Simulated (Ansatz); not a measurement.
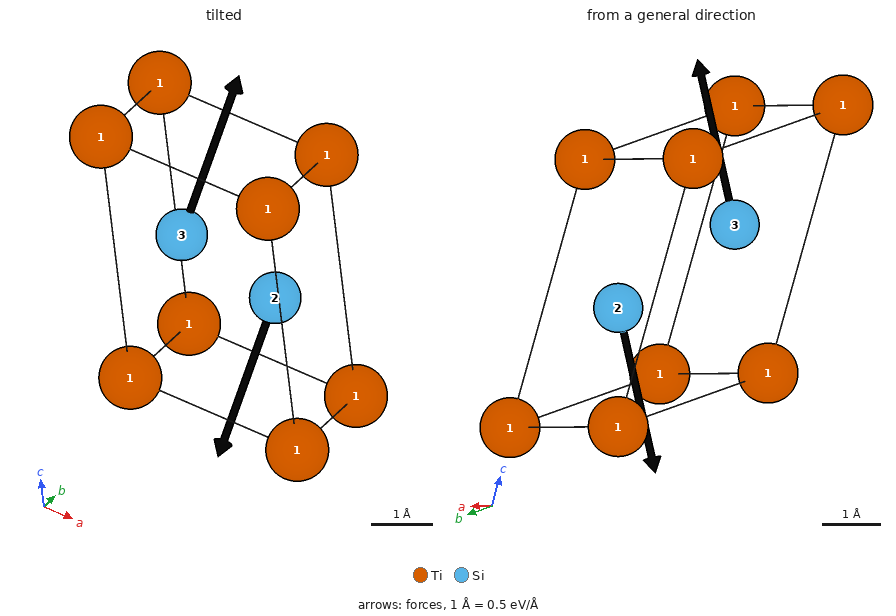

This spheres-only model is shown slightly off an axis and from a general direction. Thin lines show the cell (the run's own, in a reduced setting), with boundary atoms drawn in all their periodic places. The arrows are the computed forces on the atoms.

System: TiSi$_{2}$. Theory: Ansatz, DFT PBE, scalar-relativistic, plane waves, PAW. Numerical settings: cutoff 420 eV, k-points about 0.15 Å⁻¹ apart, Gaussian smearing of 0.1 eV, no spin polarisation.

### Is this an equilibrium geometry?

No. The atoms still feel forces of up to about 1.3 eV/Å, far above a usual threshold of 0.01 to 0.03 eV/Å.

### Identify the atom with the maximum force.

Si2 and Si3, about 1.3 eV/Å.

The structure comes from a structure listed in the Materials Project. The cell was then strained or its atoms displaced on purpose. It went into a calculation with Ansatz.
